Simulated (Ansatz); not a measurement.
## CaSe: 9 runs along one coordinate

System: CaSe (I4/mmm, 2 atoms in the cell).
Method: DFT PBE, scalar-relativistic, plane waves, PAW, no spin polarisation (Ansatz 0.2.0).

The 9 runs differ only in the geometry, by a strain of the cell at fixed fractional positions. Against run 5, the strain is εyy = η. The structure derives from an entry of the Crystallography Open Database.

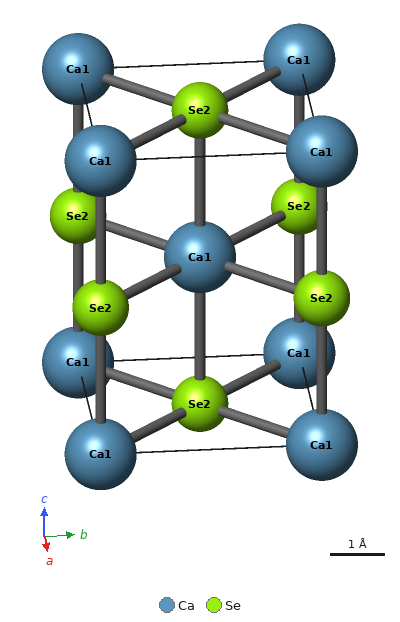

Figure 1. The structure of run 5 (ball-and-stick view of the cell 2 times as large as that of the calculation, set on its symmetry axes, seen at an oblique angle; atoms are numbered from 1 in the order of the input).

### Input of run 5
```yaml
crystal:
  lattice:
    - [0.0, 3.0299, 2.956]
    - [2.956, 0.0, 2.956]
    - [2.956, 3.0299, 0.0]
  atoms:
    - { symbol: Ca, position: [0.0, 0.0, 0.0] }
    - { symbol: Se, position: [0.5, 0.5, 0.5] }
basis:
  ecutwfc: 420
kpoints:
  mp_grid: { grid: [8, 8, 8] }
hamiltonian:
  xc: pbe
scf:
  occupations: { method: gaussian, width: 0.05 }
output:
  forces: true
  stress: true
  eigenvalues: true
```

Lattice vectors (Å) and fractional positions of run 5:
```
   0.000000    3.029900    2.956000
   2.956000    0.000000    2.956000
   2.956000    3.029900    0.000000
Ca  0.000000  0.000000  0.000000
Se  0.500000  0.500000  0.500000
```

Run 7 differs from it as follows:
```diff
-    - [0.0, 3.0299, 2.956]
+    - [0.0, 3.1777, 2.956]
-    - [2.956, 3.0299, 0.0]
+    - [2.956, 3.1777, 0.0]
```

### Results, with one run withheld

| run | strain parameter η (%) | free energy per atom, from the lowest run given (meV) | pressure (GPa) | gap on the mesh (eV) |
| --- | --- | --- | --- | --- |
| 1 | −12.1951 | 162.74 | 10.02 | 1.55 |
| 2 | −9.7561 | 86.21 | 6.97 | 1.71 |
| 3 | −7.3171 | 37.79 | 4.56 | 1.84 |
| 4 | −4.8780 | 10.64 | 2.66 | 1.95 |
| 5 | 0.0000 | 0.00 | 0.00 | 2.08 |
| 6 | 2.4390 | 9.17 | −0.91 | 2.14 |
| 7 | 4.8780 | ? | ? | ? |
| 8 | 6.0976 | 33.80 | −1.90 | 2.22 |
| 9 | 7.3171 | 43.99 | −2.16 | 2.24 |

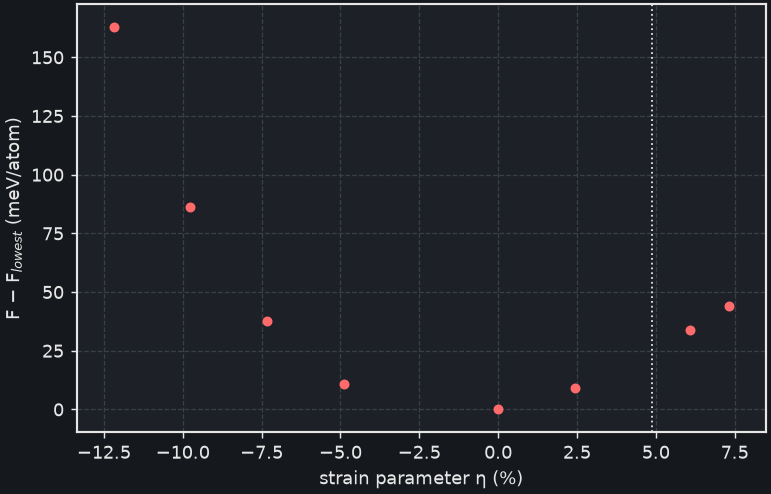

Figure 2. Free energy per atom of the runs given; the dotted line marks run 7.

Fit the runs given and predict run 7.

A cubic polynomial in the coordinate, fitted to the 8 runs given, misses them by at most 1.42 meV per atom. With x = η + 2.2866, it reads F = −2.3669 − 1.4828 x + 1.0793 x² − 0.044882 x³ (meV per atom). At run 7 it gives 25.91 meV per atom, and the run itself gives 24.47. The fit has its minimum at η = −1.5674 %. So low a polynomial doesn't follow these energies more closely. The gap on the mesh goes, without turning, from 1.55 eV in run 1 to 2.24 eV in run 9; run 7 has 2.19 eV. These are gaps of this functional on this mesh, which can miss the band edges; they aren't the measured gap.

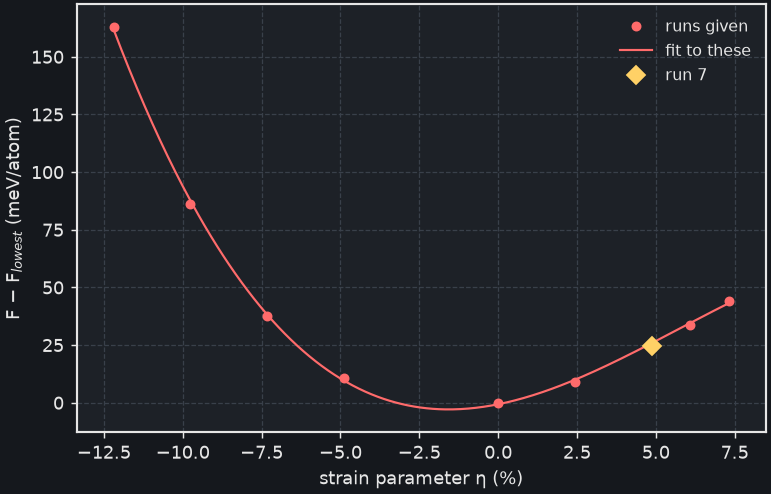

Figure 3. The fit and the withheld run.

### Output, shortened to warnings, some set-up lines, iterations and results (run 7)
```
Basis set: ecut = 420 eV, 1079 PW (Γ), exchange–correlation on 60×60×60 points (8 copies of the dense FFT grid, shifted against one another)
Symmetry: 16 space group operations
k-points: 59 of 512
Initial density: superposition of atomic densities (neutral atoms: chi_scale 0, normalization atom), corrected by the library's trained network
[...]
SCF iter   1: F=—  HF=-7289.948677 eV  |F-HF|=—  |Δ(HF+E_count)|=         —  Δρ=6.38e-4  dr2=2.78e-4  ethr=1.77e-3  ⟨swp⟩=6.9  Hψ=5885  notcnv=0
SCF iter   2: F=—  HF=-7289.948561 eV  |F-HF|=—  |Δ(HF+E_count)|=   1.16e-4  Δρ=2.45e-4  dr2=5.41e-5  ethr=1.07e-6  ⟨swp⟩=2.0  Hψ=2232  notcnv=0
SCF iter   3: F=—  HF=-7289.948600 eV  |F-HF|=—  |Δ(HF+E_count)|=   3.85e-5  Δρ=2.10e-4  dr2=4.04e-5  ethr=2.08e-7  ⟨swp⟩=2.0  Hψ=1770  notcnv=0
SCF iter   4: F=—  HF=-7289.948583 eV  |F-HF|=—  |Δ(HF+E_count)|=   1.65e-5  Δρ=6.57e-5  dr2=1.85e-6  ethr=1.55e-7  ⟨swp⟩=3.0  Hψ=1770  notcnv=0
SCF iter   5: F=-7289.948586 eV  HF=-7289.948585 eV  |F-HF|=1.93e-8  |Δ(HF+E_count)|=   2.20e-6  Δρ=5.05e-6  dr2=1.03e-8  ethr=7.11e-9  ⟨swp⟩=2.0  Hψ=1416  notcnv=0
SCF iter   6: F=-7289.948586 eV  HF=-7289.948586 eV  |F-HF|=4.47e-10  |Δ(HF+E_count)|=   1.78e-8  Δρ=8.42e-7  dr2=2.62e-10  ethr=3.97e-11  ⟨swp⟩=1.9  Hψ=3373  notcnv=0
SCF 1 converged in 6 iterations: F = -7289.948586 eV  dr2 = 2.62e-10
SCF converged after 6 iterations
Free energy (F): -7289.948586 eV
Harris-Foulkes:  -7289.948586 eV  (|F-HF|=4.47e-10)
Internal energy: -7289.948586 eV  (E = F + TS)
E sigma→0 (E₀):  -7289.948586 eV
Fermi energy:    7.383832 eV
--- Per-component energies (eV) ---
  E_band       = -531.181163
  E_kinetic    = 396.983489
  E_local      = -3302.382953  (includes V_loc(G=0)·N_el)
  E_nonlocal   = -533.185423
  E_hartree    = 1511.433756
  E_xc         = -242.558460
  E_vxc        = -270.831342  (∫ρ·V_xc dr)
  E_paw        = -2769.134939  (= ΣΔE_a)
  E_vpaw       = 155.367784  (= ΣTr[D̂ρ^β])
  E_aug_tail   = -0.000606  (compensation charges beyond the density's cutoff)
  E_ewald      = -2351.103450
  E_smearing   = -0.000000  (= −TS)
  E_closure    = -0.000000  (closes the sum)
  Σ components = -7289.948586   (vs F -7289.948586, Δ=0.00e0)
--- Forces (eV/Å), atoms counted from 1 ---
  atom   1  Ca    -0.00000000     0.00000000     0.00000000
  atom   2  Se     0.00000000    -0.00000000     0.00000000
  max |Σ_I F_I| component: 2.21e-29 eV/Å
--- Stress (GPa, compression-positive) ---
       -0.222644       0.000000       0.000000
        0.000000      -4.388291       0.000000
        0.000000       0.000000      -0.222644
  P = ⅓ Tr σ = -1.6112 GPa (-16.112 kbar)
```
